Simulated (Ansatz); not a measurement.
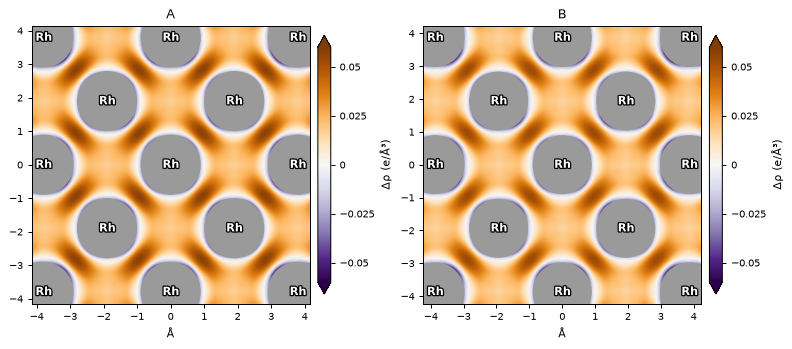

Rh: deformation density on the (100) plane of the conventional cell at two volumes, with the same fractional coordinates and one colour scale. Grey discs cover the cores. Panel B has 106 % of the volume of panel A.

Space group Fm-3m.

These are results of DFT PBEsol, scalar-relativistic, plane waves, PAW in Ansatz 0.2.0, not measurements.

What changes between the database cell and the scaled one?

Answer. From A to B, Rh–Rh goes from 2.68 to 2.74 Å, and Δρ at its midpoint from +0.06 to +0.05 e/Å³.
- The pressure is −4 GPa in A and −17 GPa in B.
- The rearranged charge is 0.32 e an atom in A and 0.32 e in B.

Run times: 4.2 s (base cell) and 4.4 s (scaled cell), on 2 threads of Arm Neoverse N1, on a shared host.
